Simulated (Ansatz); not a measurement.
System: Ir.

The calculation's input:

```
crystal:
  lattice:
    - [2.4906551527, -0.0593900887, 0.0715731059]
    - [-1.2967609019, 2.288670904, -0.1034364558]
    - [0.1159570565, -0.1265563278, 4.6091990527]
  atoms:
    - { symbol: Ir, position: [0.6387898972, 0.3622766406, 0.7534506206] }
    - { symbol: Ir, position: [0.3612101028, 0.6377233594, 0.2465493794] }
basis:
  ecutwfc: 500
kpoints:
  mp_grid: { grid: [12, 12, 8] }
hamiltonian:
  xc: r2scan
scf:
  occupations: { method: gaussian, width: 0.15 }
output:
  forces: true
  stress: true
  eigenvalues: true
  write_density: true
  write_potential: true
  elf: true
  volumetric_format: npy
```

Command:

```sh
ansatz run input.yaml --threads 1 --pin off --max-ram 2560MiB --backend cpu --events-out ev --progress --plain --runs-dir out
```

Below, planes, directions and counts refer to the conventional cell (a = 2.49 Å, b = 2.53 Å, c = 4.61 Å, α = 91.43°, β = 93.12°, γ = 116.77°).

Space group P-1; a structure from a database of computed crystals, not necessarily the ambient phase; changed on purpose from its base cell (all atoms moved at random, sigma 0.15 A a component, cell strained at random, sigma 0.06); not relaxed (largest force 1.7 eV/Å); computed pressure about 59 GPa in this cell; computed without spin polarisation.

Method: DFT r2SCAN, scalar-relativistic, plane waves, PAW in Ansatz 0.2.0.

What will maps of the valence pseudo-density and electron localisation function show?

Ir–Ir (2.49 Å): ρ at the midpoint is about 0.66 e/Å³; the ELF is about 0.35 at the midpoint.

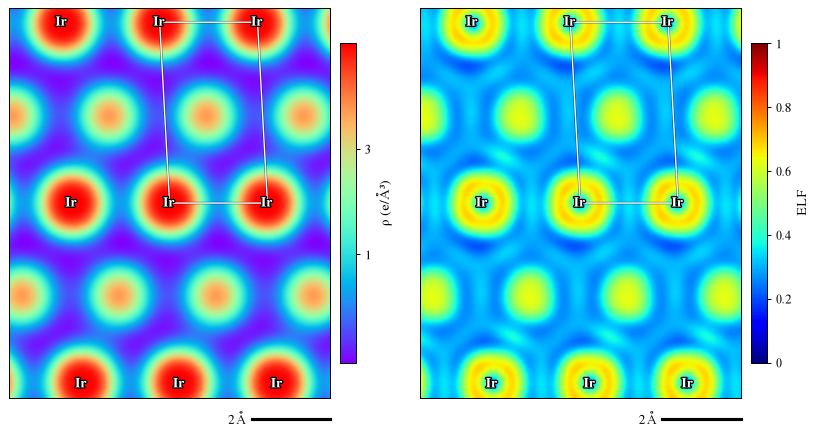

Computed valence pseudo-density and electron localisation function on the (010) plane of the conventional cell, in this order. Atoms just off the plane (Ir, 0.6 Å away) can leave unmarked features too.

In a PAW calculation such maps are meaningful between the atoms, not at the nuclei.
